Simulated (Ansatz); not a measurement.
Input of the run:

```
crystal:
  lattice:
    - [3.9461933165, 0.0, 0.0]
    - [0.0, 3.9461933165, 0.0]
    - [0.0, 0.0, 3.9461933165]
  atoms:
    - { symbol: Tl, position: [0.0, 0.0, 0.0] }
    - { symbol: Br, position: [0.5, 0.5, 0.5] }
kpoints:
  mp_grid: { grid: [4, 4, 4] }
hamiltonian:
  xc: r2scan
scf:
  occupations: { method: fixed }
  n_extra_bands: 4
output:
  forces: true
  stress: true
  eigenvalues: true
```

Command:
```bash
ansatz run input.yaml --threads 4 --pin off --max-ram 3686MiB --backend cpu --events-out ev --progress --plain --runs-dir out
```

What does the calculation give for the electronic structure?

There is a gap; over the k points computed it is 2.22 eV (direct among those points). The upper group of valence states starts about 5.8 eV under the valence-band top, with a gap beneath it; it holds about 8 electrons a cell.

Spin-orbit coupling is left out, which matters for Tl.

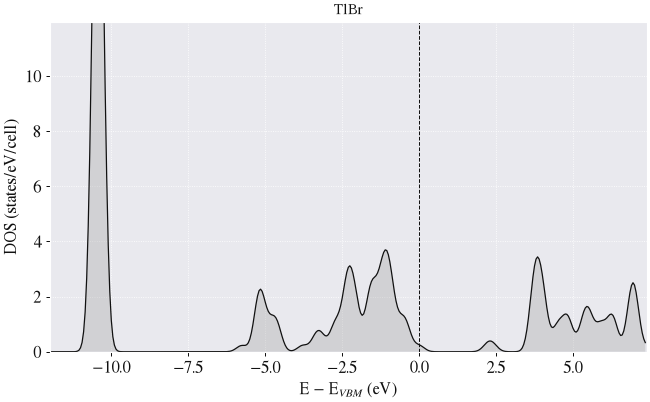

Density of states. Energies are counted from the top of the valence band. The curve is built from the levels of the k mesh with Gaussians 0.4 eV wide, which also blur the band edges.
